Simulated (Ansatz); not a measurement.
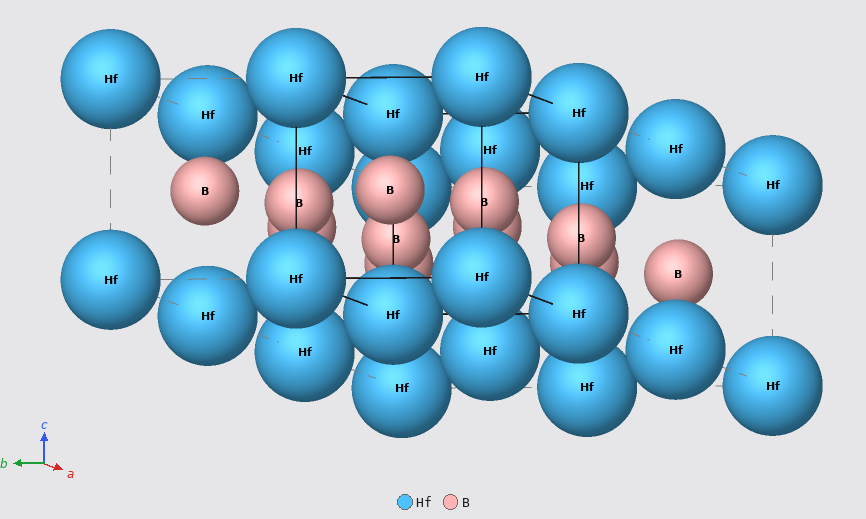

A spheres-only rendering, viewed from a general direction. Shown are 3×2×1 repeats of the conventional unit cell, one of them outlined in solid lines. Cell: a = 3.244 Å, b = 3.244 Å, c = 3.602 Å, α = 90.00°, β = 90.00°, γ = 120.00°.

The structure is one of HfB$_{2}$. Space group: P6/mmm (No. 191). Lattice: primitive hexagonal. Prototype: AlB₂ type. It has 3 atoms to the cell (1 Hf, 2 B). Each Hf is bonded to twelve B at about 2.6 Å. The coordination shell of B holds six Hf and three B (about 2.6 Å to Hf, 1.9 Å to B). Not all metal-metal contacts are counted.

Origin of the cell: a structure listed in the Materials Project. Earlier steps of the study may have refined or changed the cell and positions. It was set up as input for a calculation with Ansatz.
